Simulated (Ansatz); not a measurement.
The compound is SiC (space group P6_3/mmc, No. 194), taken as coordinates from a relaxation with DFT PBE, scalar-relativistic, plane waves, PAW in Ansatz; the starting structure was generated, so it need not be a known form of this composition.

```
Si C
1.0
     2.87696    0.00000    0.00000
    -1.43848    2.49152    0.00000
     0.00000    0.00000    5.07488
Si C
2 2
Direct
  0.33333 0.66667 0.75000
  0.66667 0.33333 0.25000
  0.00000 0.00000 0.00000
  0.00000 0.00000 0.50000
```

Bonds are taken as C–Si below 2.4 Å; no other contact counts. Atoms with one bond or none are removed and atoms with two bonds are replaced by edges, until no such atom is left.

Derive the underlying net.

The result is a binodal (6,6)-connected, three-periodic net: Si is a 6-connected node; C is a 6-connected node, in the ratio 1:1. It is the nia net, known from NiAs. It is a single net, without interpenetration.

```csv
node,links,point symbol,coordination sequence
Si,6,4⁹·6⁶,6 18 42 74 114 162
C,6,4¹²·6³,6 20 42 74 114 164
```

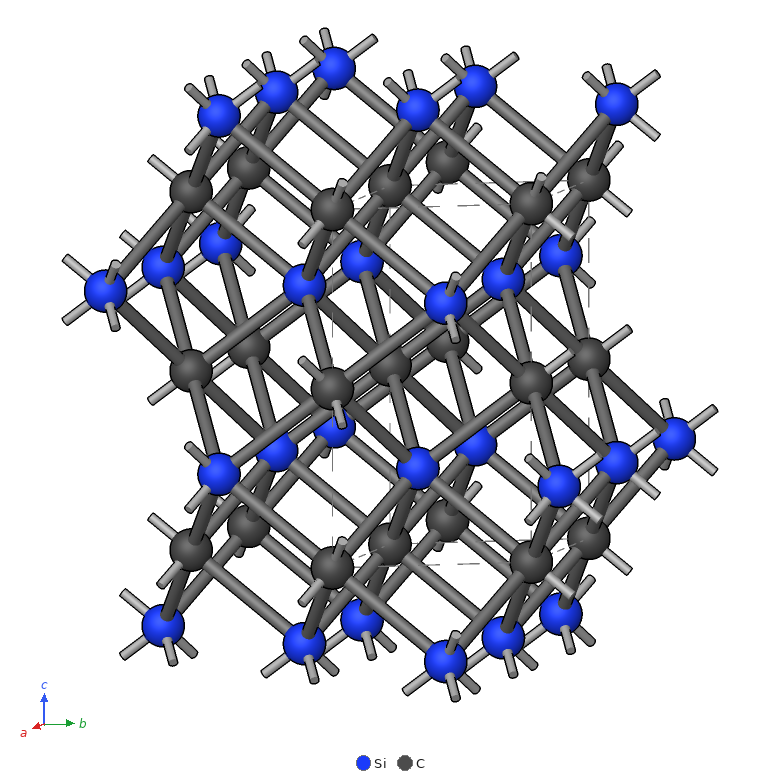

Nodes are coloured by element. Edges to nodes outside the piece are drawn as stubs.
